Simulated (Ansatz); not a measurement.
# Single-point calculation, with input and output: FeCo (part 2 of 2)

Continued. System: FeCo (slab, 12 atoms in the cell). Method: DFT PBEsol, scalar-relativistic, plane waves, PAW, spin-polarised (Ansatz 0.2.0); cutoff 420 eV, 12×9×1 k-mesh, Gaussian smearing of 0.1 eV, collinear spins. The structure derives from an entry of the Crystallography Open Database. It belongs to a series of runs on one base structure; here: (1 1 0) slab cut from the bulk.

Geometry of the input (Å; fractional positions):
```
2.8004  0.0000  0.0000
0.0000  3.9604  0.0000
0.0000  0.0000  24.9010
Fe 0.5000  0.0000  0.3012
Co 0.0000  0.5000  0.3012
Fe 0.5000  0.5000  0.3807
Co 0.0000  0.0000  0.3807
Fe 0.5000  0.0000  0.4602
Co 0.0000  0.5000  0.4602
Fe 0.5000  0.5000  0.5398
Co 0.0000  0.0000  0.5398
Fe 0.5000  0.0000  0.6193
Co 0.0000  0.5000  0.6193
Fe 0.5000  0.5000  0.6988
Co 0.0000  0.0000  0.6988
```

## Output, continued
```
  k-point 0 ↑: bands = ["-89.5974", "-89.5934", "-89.5622", "-89.5622", "-89.0841", "-89.0841", "-82.0425", "-82.0365", "-82.0156", "-82.0155", "-81.8309", "-81.8308", "-53.0234", "-53.0044", "-53.0020", "-52.9817", "-52.9694", "-52.9687", "-52.9669", "-52.9638", "-52.9478", "-52.9478", "-52.9477", "-52.9471", "-52.5315", "-52.5315", "-52.4728", "-52.4728", "-52.4524", "-52.4524", "-48.2396", "-48.2212", "-48.2197", "-48.1994", "-48.1948", "-48.1880", "-48.1738", "-48.1705", "-48.1646", "-48.1636", "-48.1631", "-48.1619", "-48.1334", "-48.1314", "-47.9275", "-47.9275", "-47.8925", "-47.8925", "-2.6392", "-1.8699", "-0.7713", "0.3114", "0.8363", "0.8862", "1.0077", "1.0272", "1.0450", "1.3099", "1.3139", "1.4421", "1.8916", "1.9139", "2.0395", "2.4008", "2.5122", "2.6139", "2.8095", "2.8986", "2.9899", "3.1875", "3.3635", "3.4178", "3.4476", "3.4826", "3.4888", "3.5668", "3.6178", "3.6683", "3.7177", "3.9830", "4.3628", "4.4056", "4.4135", "4.4908", "4.5224", "4.5267", "4.5594", "4.6040", "4.6145", "4.6609", "4.6792", "4.7123", "4.7405", "4.7769", "4.8504", "4.8533", "4.9446", "5.0083", "5.1058", "5.1753", "5.1759", "5.2615", "5.3486", "5.6335", "5.7050", "5.7414", "5.8237", "5.8945", "5.9760", "6.0059", "6.0387", "6.0758", "6.3810", "6.3811", "6.5746", "6.9189", "8.3008", "9.9200", "11.3352", "11.5214", "11.6431", "12.6834", "13.1446", "13.3541", "13.3826", "13.5734", "13.7283", "14.2655", "14.9659", "14.9951", "15.0669", "15.4409", "15.9519", "16.1378", "16.2063", "17.3485", "18.0167"]
  k-point 1 ↑: bands = ["-89.5972", "-89.5935", "-89.5622", "-89.5622", "-89.0841", "-89.0841", "-82.0423", "-82.0367", "-82.0157", "-82.0156", "-81.8309", "-81.8309", "-53.0226", "-53.0074", "-52.9983", "-52.9832", "-52.9691", "-52.9667", "-52.9666", "-52.9638", "-52.9478", "-52.9478", "-52.9474", "-52.9474", "-52.5315", "-52.5315", "-52.4722", "-52.4722", "-52.4523", "-52.4523", "-48.2400", "-48.2292", "-48.2120", "-48.2078", "-48.1912", "-48.1882", "-48.1738", "-48.1707", "-48.1638", "-48.1633", "-48.1628", "-48.1605", "-48.1337", "-48.1325", "-47.9283", "-47.9283", "-47.8926", "-47.8926", "-2.5102", "-1.7460", "-0.6566", "0.4126", "0.8813", "0.9774", "1.0449", "1.0821", "1.0935", "1.3305", "1.3604", "1.4663", "1.8908", "1.9402", "2.1094", "2.4783", "2.5413", "2.6881", "2.7940", "2.9675", "3.0158", "3.2511", "3.3671", "3.4020", "3.4820", "3.4872", "3.5518", "3.5669", "3.5698", "3.6634", "3.6871", "3.9621", "4.0052", "4.3685", "4.3966", "4.4066", "4.4414", "4.4572", "4.5380", "4.5423", "4.5894", "4.5928", "4.6640", "4.7137", "4.7742", "4.8135", "4.8351", "4.8584", "4.8794", "4.9689", "5.0309", "5.0959", "5.2525", "5.2878", "5.3244", "5.6112", "5.6279", "5.6941", "5.7327", "5.7839", "5.8671", "5.9383", "5.9966", "6.2678", "6.2689", "6.4012", "6.4483", "6.9994", "7.6701", "9.0908", "10.5756", "11.4546", "11.6308", "12.1405", "12.7996", "13.6324", "13.7885", "13.9575", "14.2945", "14.8001", "15.1627", "15.3276", "15.5214", "15.5764", "16.3323", "16.4429", "16.4520", "17.5703", "18.1172"]
  k-point 2 ↑: bands = ["-89.5968", "-89.5937", "-89.5622", "-89.5622", "-89.0840", "-89.0840", "-82.0417", "-82.0371", "-82.0158", "-82.0158", "-81.8310", "-81.8309", "-53.0204", "-53.0104", "-52.9941", "-52.9858", "-52.9682", "-52.9659", "-52.9639", "-52.9628", "-52.9481", "-52.9477", "-52.9476", "-52.9467", "-52.5314", "-52.5314", "-52.4708", "-52.4708", "-52.4521", "-52.4520", "-48.2408", "-48.2371", "-48.2183", "-48.2040", "-48.1993", "-48.1820", "-48.1738", "-48.1712", "-48.1642", "-48.1639", "-48.1584", "-48.1575", "-48.1353", "-48.1351", "-47.9304", "-47.9304", "-47.8930", "-47.8930", "-2.1310", "-1.3835", "-0.3263", "0.6916", "0.8786", "1.1968", "1.2267", "1.2374", "1.2501", "1.3413", "1.4842", "1.5353", "1.8495", "2.0772", "2.2903", "2.6260", "2.7066", "2.7774", "2.9052", "3.0893", "3.1669", "3.2616", "3.3371", "3.4171", "3.4214", "3.4318", "3.5079", "3.5303", "3.5405", "3.7354", "3.7478", "3.7556", "3.9222", "4.1047", "4.1326", "4.2773", "4.3342", "4.3953", "4.4154", "4.4281", "4.5101", "4.5685", "4.5894", "4.6045", "4.6128", "4.6950", "4.6993", "4.7711", "4.8267", "4.9752", "5.0470", "5.0984", "5.1640", "5.1900", "5.3410", "5.4209", "5.4264", "5.4416", "5.5714", "5.6297", "5.6527", "5.7361", "5.8665", "5.9571", "5.9713", "5.9737", "6.5097", "7.1444", "7.6953", "7.8736", "9.0078", "10.5660", "11.8124", "11.9541", "12.3822", "13.1461", "13.8744", "14.0173", "15.4376", "15.7955", "15.8233", "16.0019", "16.2438", "16.7723", "17.0092", "17.1105", "17.4180", "17.7703", "18.1777"]
  k-point 34 ↓: bands = ["-87.4096", "-87.4089", "-87.3672", "-87.3672", "-86.9580", "-86.9580", "-78.8564", "-78.8552", "-78.8221", "-78.8221", "-78.5718", "-78.5718", "-50.8953", "-50.8944", "-50.8872", "-50.8867", "-50.8615", "-50.8615", "-50.8584", "-50.8580", "-50.8245", "-50.8228", "-50.8124", "-50.8115", "-50.4491", "-50.4491", "-50.4354", "-50.4354", "-50.4028", "-50.4028", "-45.1448", "-45.1431", "-45.1321", "-45.1313", "-45.1157", "-45.1156", "-45.1029", "-45.0987", "-45.0725", "-45.0668", "-45.0469", "-45.0445", "-44.8391", "-44.8390", "-44.8335", "-44.8335", "-44.8201", "-44.8201", "2.2191", "2.2378", "2.2574", "2.2718", "2.4776", "2.5235", "2.6333", "2.6475", "3.2015", "3.2060", "3.2833", "3.2986", "4.0763", "4.1228", "4.1321", "4.1407", "4.2738", "4.3072", "4.3237", "4.3546", "4.4513", "4.4764", "4.4865", "4.4955", "4.8761", "4.9028", "5.0049", "5.0407", "5.5250", "5.5702", "5.6649", "5.6941", "6.6070", "6.7826", "6.8567", "6.8915", "6.9537", "7.0315", "7.0352", "7.0614", "7.1259", "7.1637", "7.2214", "7.2320", "7.3065", "7.3700", "7.4128", "7.4174", "7.4820", "7.4967", "7.6138", "7.6173", "7.7453", "7.7484", "8.0293", "8.0337", "8.0910", "8.1574", "8.2452", "8.3088", "8.3224", "8.4685", "8.5023", "8.7043", "8.8852", "9.0615", "9.1660", "9.3990", "9.4829", "9.5905", "10.0380", "10.1270", "13.2238", "13.2260", "13.4247", "13.4306", "14.8589", "14.9484", "15.0059", "15.1181", "15.6908", "15.7966", "16.1904", "16.3582", "16.5787", "16.6402", "17.3417", "17.4832", "17.9109"]
--- Löwdin populations: 12 sites ---
  site symbol       q [e]    m [muB]
     0     Fe     15.7389     2.8977
     1     Co     16.8104     1.7721
     2     Fe     15.7543     2.7938
     3     Co     16.7761     1.7908
     4     Fe     15.7623     2.7911
     5     Co     16.7748     1.7841
     6     Fe     15.7623     2.7911
     7     Co     16.7748     1.7841
     8     Fe     15.7543     2.7938
     9     Co     16.7761     1.7908
    10     Fe     15.7389     2.8976
    11     Co     16.8104     1.7721
  spilling = 0.013972 (of n_electrons = 198.000000)
```

## File populations.tsv
```
# site	symbol	l	j	q_up	q_dn
# orbitals = lowdin
# n_electrons = 198.000000
# spilling = 0.013972
0	Fe	0_3S	-	0.994836	0.995244
0	Fe	0_4S	-	0.480767	0.498329
0	Fe	1_3P	-	2.998468	2.998158
0	Fe	2_3D	-	4.844207	1.928893
1	Co	0_3S	-	0.994891	0.994903
1	Co	0_4S	-	0.478181	0.505415
1	Co	1_3P	-	2.998626	2.998025
1	Co	2_3D	-	4.819564	3.020772
2	Fe	0_3S	-	0.993080	0.993554
2	Fe	0_4S	-	0.466741	0.485834
2	Fe	1_3P	-	2.998711	2.998364
2	Fe	2_3D	-	4.815521	2.002479
3	Co	0_3S	-	0.993181	0.993158
3	Co	0_4S	-	0.468489	0.492018
3	Co	1_3P	-	2.998841	2.997956
3	Co	2_3D	-	4.822970	3.009519
4	Fe	0_3S	-	0.993043	0.993536
4	Fe	0_4S	-	0.473513	0.488282
4	Fe	1_3P	-	2.998644	2.998319
4	Fe	2_3D	-	4.811507	2.005460
5	Co	0_3S	-	0.993103	0.993132
5	Co	0_4S	-	0.472104	0.490810
5	Co	1_3P	-	2.998797	2.997977
5	Co	2_3D	-	4.815431	3.013404
6	Fe	0_3S	-	0.993043	0.993536
6	Fe	0_4S	-	0.473513	0.488282
6	Fe	1_3P	-	2.998644	2.998319
6	Fe	2_3D	-	4.811506	2.005459
7	Co	0_3S	-	0.993103	0.993132
7	Co	0_4S	-	0.472105	0.490810
7	Co	1_3P	-	2.998797	2.997977
7	Co	2_3D	-	4.815429	3.013398
8	Fe	0_3S	-	0.993080	0.993554
8	Fe	0_4S	-	0.466741	0.485833
8	Fe	1_3P	-	2.998711	2.998364
8	Fe	2_3D	-	4.815522	2.002481
9	Co	0_3S	-	0.993181	0.993158
9	Co	0_4S	-	0.468489	0.492018
9	Co	1_3P	-	2.998841	2.997956
9	Co	2_3D	-	4.822970	3.009519
10	Fe	0_3S	-	0.994836	0.995244
10	Fe	0_4S	-	0.480766	0.498328
10	Fe	1_3P	-	2.998468	2.998158
10	Fe	2_3D	-	4.844209	1.928901
11	Co	0_3S	-	0.994891	0.994903
11	Co	0_4S	-	0.478181	0.505414
11	Co	1_3P	-	2.998626	2.998025
11	Co	2_3D	-	4.819565	3.020775
```

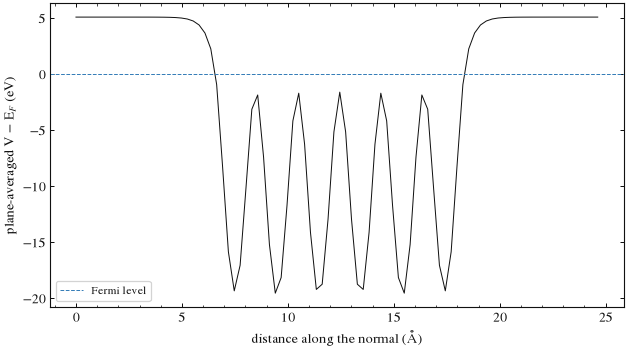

**Figure 1.** Plane average of the electrostatic potential energy of an electron across the cell, from the Fermi level. The vacuum level lies 5.08 eV above the Fermi level.

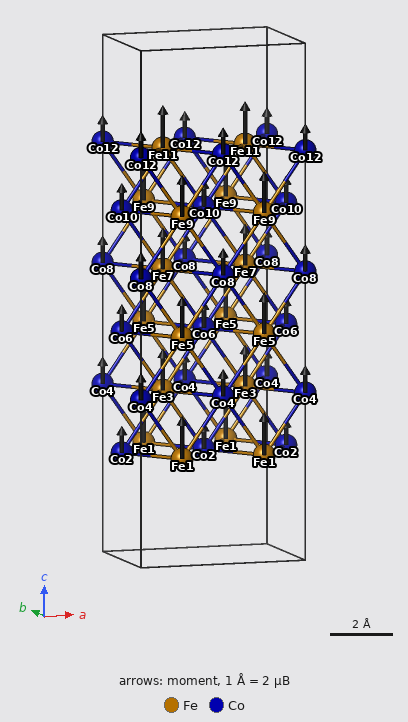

**Figure 2.** Magnetic moments of the sites as black arrows (ball-and-stick view of the 2 × 1 repeat of the cell, with the vacuum cut short, seen slightly off an axis; atoms are numbered from 1 in the order of the input); small moments hardly show. The run is collinear, so the axis drawn is arbitrary. Site moments: Fe1, Fe11 (2.81 μB); Fe3, Fe5, Fe7, Fe9 (2.73 μB); Co4, Co10 (1.80 μB); Co6, Co8 (1.79 μB); Co2, Co12 (1.76 μB). They are counted near the atoms and needn't add up to the moment of the cell.

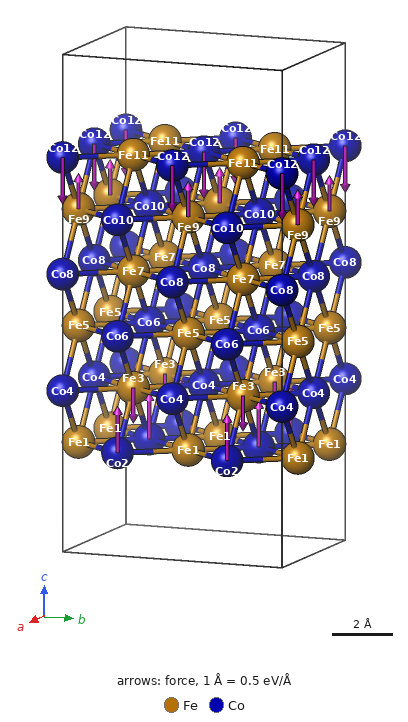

**Figure 3.** Forces on the atoms as pink arrows (ball-and-stick view of the 2 × 2 repeat of the cell, with the vacuum cut short, seen slightly off an axis; atoms are numbered from 1 in the order of the input); the smallest are left out. The largest act on Co2, Co12 (0.81 eV/Å); Fe3, Fe9 (0.62 eV/Å). The geometry is not a stationary point of this energy.

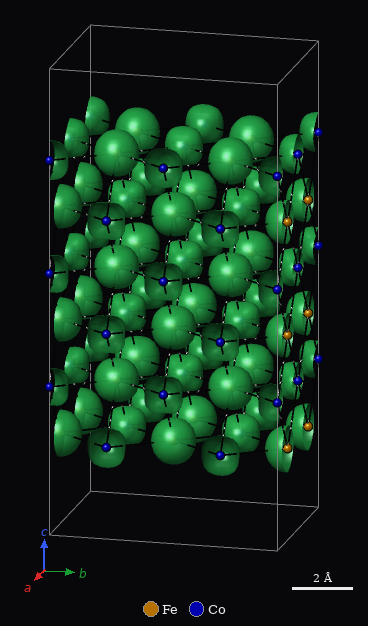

**Figure 4.** Isosurfaces of the spin density at +0.3 (green) and −0.3 e/Å³ (red), seen slightly off an axis. Sticks mark near contacts. The cell of the calculation (12 atoms) carries 26.8 μB net. Only one sign reaches the isovalue. Core electrons are frozen (PAW), so the fields are smoothed inside the atomic spheres.

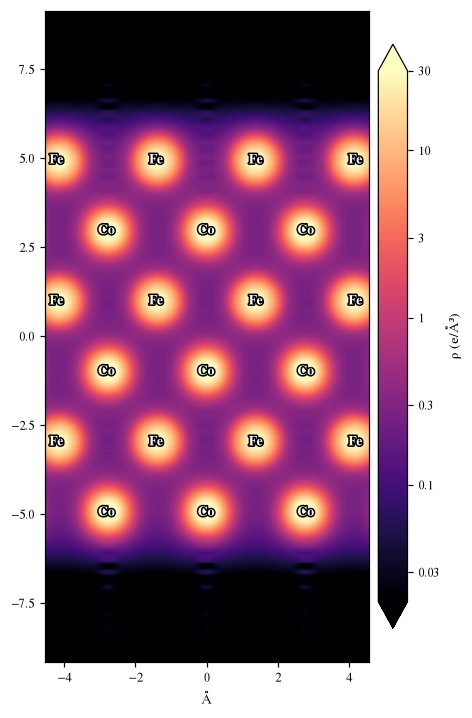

**Figure 5.** Valence charge density (pseudo) on the (010) plane of the calculation cell, a cut from vacuum to vacuum. Fe–Co (2.43 Å): the density is about 0.38 e/Å³ at the midpoint. The density dies away to nearly zero in the vacuum.

## Results in brief

| quantity | value |
| --- | --- |
| outcome | converged |
| electrons treated | 198 |
| free energy | −57247.6209 eV |
| work function, top face | 5.08 eV |
| work function, bottom face | 5.08 eV |
| Fermi energy | 6.567 eV |
| gap on the k-point mesh | none (metallic) |
| net moment of the cell | 26.82 μB |
| integrated absolute moment | 28.24 μB |
| work function (upper face) | 5.08 eV |
| largest force (length of the vector) | 0.808 eV/Å |
| hardware | 4 threads of Arm Neoverse V2, 24 GiB of memory available, shared host |
| wall time | 3.6 min (CPU time 14 min) |
| peak memory | 2.2 GiB |

## Remarks

Warnings of the run: the exchange-correlation potential is rough where the density is thin.
